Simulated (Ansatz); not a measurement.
## Geometry relaxation of B₁₆P₁₇ (charge +1) (part 3 of 3)

Continued. System: B₁₆P₁₇ (defect cell, 33 atoms in the cell, total charge +1). Method: DFT PBE, scalar-relativistic, plane waves, PAW, no spin polarisation (Ansatz 0.2.0); cutoff 420 eV, 2×2×2 k-mesh, Gaussian smearing of 0.01 eV. The structure derives from a Materials Project entry. It belongs to a series of runs on one base structure; here: P interstitial, charge +1, atoms relaxed at the host's cell.

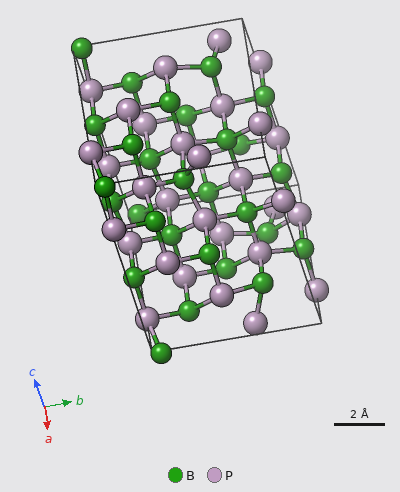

Fig. 1: The geometry at step 5 of the log (ball-and-stick view of the cell of the calculation, seen at an oblique angle).

## Trajectory as extended XYZ, continued
```
33
Lattice="-4.5482 -4.5482 -4.5482 -4.5482 4.5482 4.5482 4.5482 4.5482 -4.5482" Properties=species:S:1:pos:R:3:forces:R:3 step=2 energy=-15357.40173
B    -2.3962    0.0167   -2.2896    0.2920   0.1428   0.0398
B    -0.0500    2.2657   -2.2309    0.0686  -0.0265  -0.0217
B     2.1724    4.5767   -2.1937    0.0758  -0.0614  -0.1142
B    -2.4005    4.4675   -2.3062   -0.0797  -0.0384  -0.1262
B    -4.5755    0.0265    0.0272    0.0378  -0.0261  -0.0309
B    -2.3585    2.3288    0.0116   -0.0781   0.0842   0.1632
B    -0.0292    4.5740   -0.0776   -0.0577   0.0744   0.0072
B    -2.0645    2.1575   -4.4540   -0.1726  -0.1177  -0.0640
B    -0.0321    2.2592   -6.8245    0.0818   0.0824   0.0912
B    -0.0055   -0.0862   -4.5118    0.0421   0.0496   0.0313
B     2.1532    2.2745   -4.5350    0.1644  -0.3191  -0.1581
B    -4.8905    2.1781    2.1930    0.2621  -0.2730   0.1179
B    -6.6488    0.1780   -2.3879   -0.1620  -0.2786  -0.0371
B    -4.5980    2.3224   -2.2828    0.0016   0.0183  -0.1245
B    -0.3174    0.1850    0.0996    0.3288  -0.1567   0.4795
B    -2.3544   -2.2808   -4.5784   -0.1122  -0.1584  -0.1224
P    -1.2771   -1.1337   -3.4547   -0.1650   0.3174   0.1328
P     1.0677    1.1222   -3.3836   -0.0829  -0.0809   0.0807
P     3.2346    3.4226   -3.3357    0.0832   0.2212   0.3281
P    -1.1282    3.4188   -3.3671    0.0652   0.1186   0.0461
P    -3.4780   -1.1275   -1.1248   -0.2189   0.0941  -0.1883
P    -1.2938    1.2186   -1.1368   -0.3448  -0.1470  -0.5175
P     1.0748    3.4037   -1.1352   -0.0302   0.0216   0.0074
P    -1.0751    1.0290   -5.6482    0.0022  -0.0643  -0.1379
P    -3.4796   -3.4282   -3.4340   -0.0473  -0.0357  -0.0659
P    -3.4781    3.3899   -1.1384   -0.0075   0.0314   0.0393
P    -1.3357    5.5838   -1.1719    0.0498   0.0637   0.2606
P    -3.4721    1.1900    1.1921   -0.0500   0.0077  -0.0144
P    -1.0985    3.4391    1.0523   -0.0192  -0.0907  -0.0661
P    -3.4833    1.1829   -3.4569   -0.0049  -0.0279   0.0266
P    -2.5400    3.1779    3.0969    0.0508   0.4128   0.1860
P    -5.6609    1.2020   -1.1212    0.0672   0.0825   0.1462
P     0.1324   -1.3527   -0.8050   -0.0405   0.0798  -0.3947
33
Lattice="-4.5482 -4.5482 -4.5482 -4.5482 4.5482 4.5482 4.5482 4.5482 -4.5482" Properties=species:S:1:pos:R:3:forces:R:3 step=3 energy=-15357.46343
B    -2.3852    0.0185   -2.2905   -0.0603   0.0046  -0.0220
B    -0.0380    2.2518   -2.2194   -0.0432   0.0004   0.0233
B     2.1685    4.5701   -2.2008   -0.0373   0.0482   0.0548
B    -2.3893    4.4719   -2.3013   -0.0056   0.0003  -0.0551
B    -4.5740    0.0178    0.0187    0.0430   0.0143   0.0503
B    -2.3698    2.3305    0.0232    0.0380  -0.0126   0.0454
B    -0.0328    4.5656   -0.0666    0.0364   0.0547  -0.0225
B    -2.0708    2.1491   -4.4295    0.1266   0.0182   0.2051
B    -0.0293    2.2570   -6.8319    0.0422  -0.0304  -0.0024
B    -0.0204   -0.0745   -4.5170    0.0019  -0.0016   0.0797
B     2.1709    2.2580   -4.5369   -0.0753   0.0131   0.0503
B    -4.8807    2.1500    2.1586   -0.2095   0.0217  -0.2440
B    -6.6359    0.1519   -2.3992    0.1410   0.0618  -0.1462
B    -4.5889    2.3310   -2.2913   -0.0158   0.0186  -0.0391
B    -0.3211    0.1499    0.1314   -0.2091   0.1382   0.0762
B    -2.3707   -2.2956   -4.5976    0.0408   0.0091  -0.0176
P    -1.3010   -1.1343   -3.4682   -0.0043  -0.1274  -0.0454
P     1.0697    1.1049   -3.3754   -0.0214   0.0588  -0.0618
P     3.2398    3.4306   -3.3228   -0.0253  -0.0810  -0.0062
P    -1.1085    3.4108   -3.3484    0.0454  -0.0685   0.0456
P    -3.4802   -1.1339   -1.1363    0.0342  -0.0264   0.0143
P    -1.3086    1.2051   -1.1414    0.1432   0.0358   0.0874
P     1.0693    3.4031   -1.1343   -0.0091   0.0235   0.0092
P    -1.0901    1.0444   -5.6645   -0.0171   0.0172  -0.1009
P    -3.4783   -3.4450   -3.4438    0.0397   0.0660   0.0638
P    -3.4788    3.3985   -1.1327   -0.0033  -0.0191  -0.0334
P    -1.3170    5.5908   -1.1538   -0.0037  -0.0059   0.0666
P    -3.4747    1.1790    1.1831   -0.0131  -0.0246   0.0307
P    -1.1028    3.4235    1.0602    0.0193   0.0135  -0.0601
P    -3.4844    1.1792   -3.4539    0.0235  -0.0028  -0.0575
P    -2.5389    3.2930    3.2605    1.3480  -0.1194  -0.1341
P    -5.6523    1.2073   -1.1302   -0.0601   0.0335  -0.0173
P     0.1179   -1.2779   -0.9610   -1.3088  -0.1329   0.1627
33
Lattice="-4.5482 -4.5482 -4.5482 -4.5482 4.5482 4.5482 4.5482 4.5482 -4.5482" Properties=species:S:1:pos:R:3:forces:R:3 step=4 energy=-15357.48716
B    -2.3829    0.0244   -2.2940   -0.1744  -0.0817  -0.0164
B    -0.0312    2.2441   -2.2088   -0.0445   0.0239   0.0298
B     2.1625    4.5747   -2.1981   -0.0417   0.0578   0.0888
B    -2.3879    4.4694   -2.3034    0.0243  -0.0060   0.0561
B    -4.5670    0.0186    0.0183    0.0228   0.0098   0.0415
B    -2.3737    2.3329    0.0317    0.0407  -0.0283  -0.1021
B    -0.0302    4.5736   -0.0674    0.0398  -0.0080  -0.0291
B    -2.0491    2.1460   -4.4114    0.0226   0.0117   0.0736
B    -0.0185    2.2577   -6.8356   -0.0107  -0.0559  -0.0439
B    -0.0262   -0.0740   -4.5155    0.0028  -0.0540  -0.0066
B     2.1666    2.2494   -4.5325   -0.1081   0.1517   0.0886
B    -4.9040    2.1365    2.1372   -0.1234   0.0840  -0.1197
B    -6.6143    0.1434   -2.4118   -0.0291   0.0763   0.0522
B    -4.5849    2.3370   -2.2991   -0.0025   0.0029   0.0925
B    -0.3403    0.1395    0.1510   -0.0617   0.1079  -0.2902
B    -2.3803   -2.3045   -4.6123    0.0644   0.0779   0.0443
P    -1.3210   -1.1367   -3.4822    0.1449  -0.1541  -0.0414
P     1.0699    1.0944   -3.3690   -0.0007   0.0467  -0.0612
P     3.2284    3.4285   -3.3118    0.0038  -0.1661  -0.1296
P    -1.0885    3.4106   -3.3337   -0.0906  -0.0866  -0.0192
P    -3.4762   -1.1338   -1.1390    0.0545  -0.0244   0.0612
P    -1.3142    1.2035   -1.1382    0.1948   0.0727   0.2290
P     1.0654    3.4070   -1.1330    0.0287  -0.0107  -0.0090
P    -1.0870    1.0490   -5.6734   -0.0176   0.0050   0.0553
P    -3.4792   -3.4525   -3.4496    0.0541   0.0146   0.0682
P    -3.4796    3.3998   -1.1309    0.0047  -0.0061  -0.0487
P    -1.3232    5.5908   -1.1448    0.0306  -0.0429  -0.1203
P    -3.4815    1.1820    1.1862    0.0592  -0.0418  -0.0215
P    -1.0919    3.4172    1.0531   -0.0110   0.0482   0.0232
P    -3.4779    1.1872   -3.4598   -0.0207  -0.0161   0.0185
P    -2.5032    3.3190    3.3066   -0.5375  -0.0365  -0.0085
P    -5.6447    1.2123   -1.1357   -0.0611  -0.0471  -0.0857
P     0.0792   -1.2650   -1.0059    0.5422   0.0744   0.1306
33
Lattice="-4.5482 -4.5482 -4.5482 -4.5482 4.5482 4.5482 4.5482 4.5482 -4.5482" Properties=species:S:1:pos:R:3:forces:R:3 step=5 energy=-15357.49057
B    -2.3919    0.0209   -2.2857    0.0304  -0.0127  -0.0123
B    -0.0439    2.2558   -2.2142   -0.0227  -0.0082   0.0107
B     2.1673    4.5706   -2.1999   -0.0241   0.0316  -0.0300
B    -2.3908    4.4783   -2.2966    0.0001  -0.0157   0.0149
B    -4.5786    0.0192    0.0232   -0.0064   0.0187   0.0009
B    -2.3691    2.3307    0.0215    0.0087  -0.0318   0.0665
B    -0.0287    4.5814   -0.0721    0.0244  -0.0307  -0.0160
B    -2.0715    2.1560   -4.4077    0.1322  -0.0455   0.0591
B    -0.0235    2.2568   -6.8319   -0.0640   0.0511   0.0593
B    -0.0226   -0.0817   -4.5092    0.0166  -0.0006   0.0015
B     2.1559    2.2625   -4.5277    0.0337  -0.0306  -0.0519
B    -4.9019    2.1589    2.1603   -0.0003   0.0375   0.0501
B    -6.6441    0.1608   -2.3937    0.1593   0.0509  -0.1394
B    -4.5959    2.3297   -2.2898   -0.0362   0.0123  -0.0139
B    -0.3213    0.1507    0.1344    0.0920  -0.1059   0.0266
B    -2.3758   -2.2932   -4.5960    0.0038   0.0187  -0.0124
P    -1.3106   -1.1352   -3.4667   -0.0334   0.0095  -0.0023
P     1.0585    1.1085   -3.3755    0.0380  -0.0087   0.0657
P     3.2360    3.4260   -3.3280   -0.0096  -0.0150   0.0672
P    -1.1111    3.4169   -3.3396    0.0055  -0.0242  -0.0137
P    -3.4847   -1.1318   -1.1321    0.0181   0.0198   0.0227
P    -1.3026    1.2045   -1.1344   -0.0123   0.0129  -0.0717
P     1.0669    3.4078   -1.1330    0.0086   0.0054  -0.0220
P    -1.0899    1.0379   -5.6592   -0.0069  -0.0192   0.0269
P    -3.4772   -3.4414   -3.4381   -0.0042   0.0128   0.0008
P    -3.4815    3.3973   -1.1338    0.0052  -0.0118  -0.0122
P    -1.3242    5.6032   -1.1446   -0.0438  -0.0137   0.0071
P    -3.4848    1.1821    1.1868    0.0640   0.0498   0.0656
P    -1.0978    3.4322    1.0487   -0.0055   0.0844  -0.0606
P    -3.4850    1.1809   -3.4487   -0.0176   0.0239  -0.0004
P    -2.4618    3.1904    3.1641   -0.1778  -0.0030   0.1455
P    -5.6625    1.2081   -1.1249   -0.0027  -0.0192  -0.0491
P     0.1620   -1.2627   -0.9688   -0.1727  -0.0429  -0.1837
33
Lattice="-4.5482 -4.5482 -4.5482 -4.5482 4.5482 4.5482 4.5482 4.5482 -4.5482" Properties=species:S:1:pos:R:3:forces:R:3 step=6 energy=-15357.50855
B    -2.3885    0.0188   -2.2893   -0.0189   0.0095  -0.0077
B    -0.0363    2.2495   -2.2108    0.0073   0.0051   0.0075
B     2.1668    4.5758   -2.1973    0.0002   0.0002   0.0147
B    -2.3898    4.4705   -2.2993    0.0009  -0.0014  -0.0104
B    -4.5711    0.0221    0.0252    0.0169  -0.0202  -0.0090
B    -2.3673    2.3334    0.0281   -0.0004  -0.0009  -0.0296
B    -0.0246    4.5774   -0.0735   -0.0112   0.0147   0.0001
B    -2.0561    2.1481   -4.4030    0.0085  -0.0243   0.0320
B    -0.0263    2.2599   -6.8313    0.0354  -0.0039  -0.0117
B    -0.0202   -0.0787   -4.5126    0.0032  -0.0044  -0.0047
B     2.1618    2.2577   -4.5306   -0.0180  -0.0112   0.0233
B    -4.9095    2.1446    2.1387   -0.0053   0.0004  -0.0211
B    -6.6250    0.1461   -2.4030   -0.0073   0.0238   0.0109
B    -4.5916    2.3318   -2.2932    0.0018  -0.0040   0.0030
B    -0.3300    0.1456    0.1403    0.0036   0.0136  -0.0330
B    -2.3763   -2.2984   -4.6071   -0.0027  -0.0078  -0.0013
P    -1.3151   -1.1379   -3.4813    0.0124  -0.0112   0.0011
P     1.0689    1.1006   -3.3700   -0.0246   0.0038  -0.0189
P     3.2333    3.4250   -3.3205    0.0071  -0.0045  -0.0278
P    -1.0990    3.4112   -3.3357   -0.0049   0.0122   0.0110
P    -3.4804   -1.1319   -1.1311    0.0056  -0.0162  -0.0107
P    -1.3044    1.2069   -1.1340   -0.0057   0.0010   0.0327
P     1.0692    3.4069   -1.1358   -0.0026  -0.0002  -0.0003
P    -1.0877    1.0447   -5.6620   -0.0087   0.0113  -0.0153
P    -3.4779   -3.4447   -3.4410    0.0075  -0.0125  -0.0075
P    -3.4798    3.3956   -1.1335    0.0009   0.0012   0.0125
P    -1.3245    5.5937   -1.1490    0.0267   0.0325   0.0071
P    -3.4774    1.1848    1.1888   -0.0049   0.0017  -0.0063
P    -1.0924    3.4310    1.0500   -0.0122  -0.0527   0.0274
P    -3.4814    1.1828   -3.4522    0.0132   0.0019  -0.0073
P    -2.5027    3.2582    3.2540   -0.0215   0.0014  -0.0702
P    -5.6543    1.2053   -1.1338   -0.0049   0.0204   0.0336
P     0.1030   -1.2544   -1.0073    0.0028   0.0206   0.0758
33
Lattice="-4.5482 -4.5482 -4.5482 -4.5482 4.5482 4.5482 4.5482 4.5482 -4.5482" Properties=species:S:1:pos:R:3:forces:R:3 step=7 energy=-15357.51030
B    -2.3886    0.0208   -2.2906    0.0012   0.0030  -0.0005
B    -0.0371    2.2521   -2.2117   -0.0013  -0.0005  -0.0004
B     2.1661    4.5773   -2.1963   -0.0032  -0.0037   0.0006
B    -2.3899    4.4706   -2.3009   -0.0012   0.0001  -0.0008
B    -4.5701    0.0211    0.0235   -0.0001   0.0026   0.0010
B    -2.3660    2.3320    0.0257    0.0029  -0.0013   0.0018
B    -0.0268    4.5780   -0.0721    0.0043  -0.0025   0.0025
B    -2.0548    2.1518   -4.4075    0.0080  -0.0033   0.0016
B    -0.0226    2.2591   -6.8328   -0.0027   0.0013   0.0029
B    -0.0197   -0.0780   -4.5139   -0.0015   0.0025  -0.0007
B     2.1606    2.2587   -4.5305    0.0053   0.0026  -0.0035
B    -4.9071    2.1503    2.1406   -0.0072   0.0000  -0.0052
B    -6.6307    0.1498   -2.4011    0.0009  -0.0095  -0.0179
B    -4.5926    2.3313   -2.2925   -0.0024  -0.0003  -0.0059
B    -0.3262    0.1493    0.1357   -0.0073  -0.0030   0.0146
B    -2.3740   -2.2963   -4.6048   -0.0004   0.0003   0.0001
P    -1.3122   -1.1350   -3.4787   -0.0006  -0.0008   0.0027
P     1.0663    1.1036   -3.3724    0.0007  -0.0010   0.0017
P     3.2335    3.4277   -3.3205   -0.0018   0.0106   0.0043
P    -1.0997    3.4135   -3.3380    0.0045   0.0019  -0.0016
P    -3.4791   -1.1316   -1.1332   -0.0004   0.0001  -0.0011
P    -1.3030    1.2064   -1.1355    0.0029  -0.0028  -0.0014
P     1.0689    3.4081   -1.1344    0.0001   0.0011  -0.0012
P    -1.0864    1.0461   -5.6639    0.0040  -0.0108   0.0028
P    -3.4756   -3.4444   -3.4423   -0.0069   0.0041  -0.0013
P    -3.4793    3.3956   -1.1338    0.0003  -0.0006   0.0021
P    -1.3243    5.5946   -1.1503    0.0003  -0.0020   0.0002
P    -3.4778    1.1855    1.1880    0.0009  -0.0038  -0.0040
P    -1.0943    3.4291    1.0522    0.0000   0.0094  -0.0090
P    -3.4807    1.1848   -3.4542   -0.0021  -0.0020  -0.0010
P    -2.5099    3.2483    3.2349    0.0032   0.0079   0.0217
P    -5.6555    1.2059   -1.1314   -0.0032  -0.0048   0.0079
P     0.1021   -1.2838   -0.9701    0.0032   0.0053  -0.0133
33
Lattice="-4.5482 -4.5482 -4.5482 -4.5482 4.5482 4.5482 4.5482 4.5482 -4.5482" Properties=species:S:1:pos:R:3:forces:R:3 step=8 energy=-15357.51030
B    -2.3886    0.0208   -2.2906    0.0012   0.0030  -0.0005
B    -0.0371    2.2521   -2.2117   -0.0014  -0.0005  -0.0004
B     2.1661    4.5773   -2.1963   -0.0033  -0.0036   0.0006
B    -2.3899    4.4706   -2.3009   -0.0012   0.0000  -0.0008
B    -4.5701    0.0211    0.0235   -0.0001   0.0026   0.0009
B    -2.3660    2.3320    0.0257    0.0029  -0.0013   0.0018
B    -0.0268    4.5780   -0.0721    0.0044  -0.0025   0.0025
B    -2.0548    2.1518   -4.4075    0.0081  -0.0033   0.0015
B    -0.0226    2.2591   -6.8328   -0.0028   0.0014   0.0029
B    -0.0197   -0.0780   -4.5139   -0.0015   0.0026  -0.0007
B     2.1606    2.2587   -4.5305    0.0052   0.0026  -0.0035
B    -4.9071    2.1503    2.1406   -0.0072   0.0000  -0.0052
B    -6.6307    0.1498   -2.4011    0.0009  -0.0095  -0.0178
B    -4.5926    2.3313   -2.2925   -0.0024  -0.0003  -0.0059
B    -0.3262    0.1493    0.1357   -0.0073  -0.0030   0.0146
B    -2.3740   -2.2963   -4.6048   -0.0004   0.0003   0.0002
P    -1.3122   -1.1350   -3.4787   -0.0006  -0.0007   0.0027
P     1.0663    1.1036   -3.3724    0.0006  -0.0010   0.0017
P     3.2335    3.4277   -3.3205   -0.0019   0.0105   0.0043
P    -1.0997    3.4135   -3.3380    0.0045   0.0019  -0.0017
P    -3.4791   -1.1316   -1.1332   -0.0004   0.0001  -0.0012
P    -1.3030    1.2064   -1.1355    0.0028  -0.0028  -0.0014
P     1.0689    3.4081   -1.1344    0.0001   0.0011  -0.0012
P    -1.0864    1.0461   -5.6639    0.0040  -0.0108   0.0028
P    -3.4756   -3.4444   -3.4423   -0.0070   0.0042  -0.0012
P    -3.4793    3.3956   -1.1338    0.0003  -0.0006   0.0021
P    -1.3243    5.5946   -1.1503    0.0003  -0.0021   0.0003
P    -3.4778    1.1855    1.1880    0.0009  -0.0038  -0.0040
P    -1.0943    3.4291    1.0522    0.0000   0.0093  -0.0090
P    -3.4807    1.1848   -3.4542   -0.0021  -0.0021  -0.0010
P    -2.5099    3.2483    3.2349    0.0032   0.0077   0.0217
P    -5.6555    1.2059   -1.1314   -0.0032  -0.0048   0.0080
P     0.1021   -1.2838   -0.9701    0.0033   0.0054  -0.0133
```

## Key numbers

```tsv
quantity	value
outcome	converged
electrons treated	132
free energy	−15357.5103 eV
Fermi energy	9.774 eV
gap on the k-point mesh	none (metallic)
final volume	376.34 Å³
largest force (length of the vector) at the end	0.023 eV/Å
hardware	4 threads of AMD EPYC (Zen 5), 32 GiB of memory available, shared host
wall time	17 s (CPU time 65 s)
peak memory	1.1 GiB
```

The cell is charged and computed with a neutralising background, so its energy and pressure depend on the cell and aren't those of a real crystal. The k-point mesh is coarse for a cell of this size, so the results may not be converged.
